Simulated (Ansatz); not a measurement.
System: Pb, space group Im-3m (No. 229) (one of a set of cubic test structures, which need not be the stable phase).

Input of one of the runs behind the figure:
```
crystal:
  lattice:
    - [-1.999968541172, 1.999968541172, 1.999968541172]
    - [1.999968541172, -1.999968541172, 1.999968541172]
    - [1.999968541172, 1.999968541172, -1.999968541172]
  atoms:
    - { symbol: Pb, position: [0, 0, 0] }
kpoints:
  mp_grid: { grid: [19, 19, 19] }
hamiltonian:
  xc: pbe
  pseudopotentials:
    kind: paw
    azcp:
      Pb: "pseudopotentials/pbe/paw/ansatz_paw_generated_hard_1/Pb.paw.azcp"
scf:
  occupations: { method: fermi_dirac, width: 0.061225619053 }
  convergence: { dr2_threshold: "1e-9 eV" }
  max_iter: 300
output:
  forces: true
  stress: true
```

Run as:
```bash
ansatz run input.yaml --threads 1
```

Computed with Ansatz 0.2.0 development build: equation of state of a cubic crystal from periodic Kohn-Sham density functional theory without spin, third-order Birch-Murnaghan fit to the free energies; pressure corrected for the finite basis. Level: PBE, no spin-orbit coupling.

structure type bcc; atoms in cell 1; space group number 229; lattice centring body-centred primitive; k mesh 19×19×19; occupation method Fermi–Dirac; occupation width 0.06123 eV; wave cutoff 700 eV; datasets hard PAW; density tolerance 1e−09 eV; bands 15; density cutoff ratio 4; search for lower states default.

Predict the energy above the lowest point against volume. The volume takes the values 30.08, 30.72, 31.36, 32.00, 32.64, 33.28, 33.92 Å³/atom.

A third-order Birch–Murnaghan fit gives V0 = 31.92 Å³/atom, B0 = 38.3 GPa and B′ = 4.9. The energy above the lowest point is 14.3 meV/atom at volume 30.08 Å³/atom and 13.2 meV/atom at 33.92 Å³/atom; the lowest computed point is at volume 32.00 Å³/atom (0.0 meV/atom), and no other minimum shows.

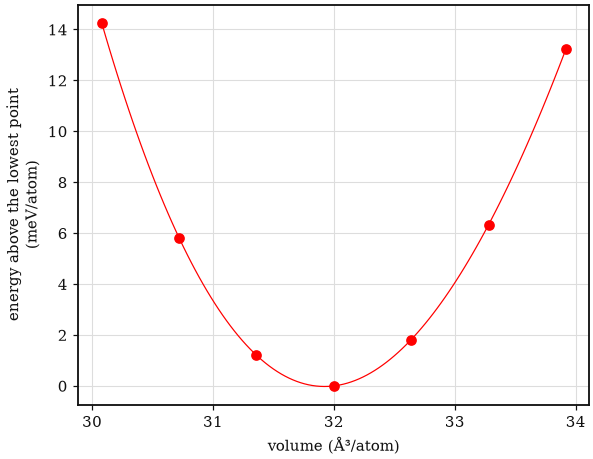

Limits of the calculation: cubic model structure, not the ambient form; modest k-mesh, values are not fully converged in k; no spin-orbit coupling with 6p elements.
